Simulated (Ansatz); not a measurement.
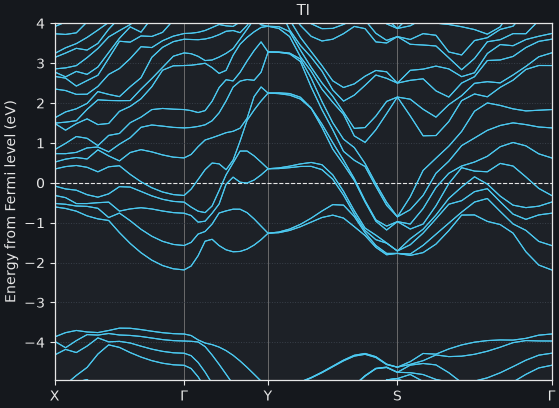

Band structure. Energies are counted from the Fermi level.

Structure: a (100) slab cut from Tl (P6_3/mmc), 8 atoms in the cell; a = 3.61 Å, b = 5.57 Å, c = 25.43 Å, α = 90.00°, β = 90.00°, γ = 90.00°.

Level of theory: DFT PBE, spin-orbit coupling, plane waves, PAW, 10×6×1 k mesh; code Ansatz.

**Metal, semiconductor or insulator?**

A metal: 12 spinor bands cross the Fermi level along this path (the two partners of a degenerate pair count as two).

**Which levels at Y lie nearest to the Fermi level?**

At Y the nearest levels lie 1.26 eV below and 0.35 eV above the Fermi level.

**On which lines of the path do bands cross the Fermi level?**

Bands cross the Fermi level on every line of the path.
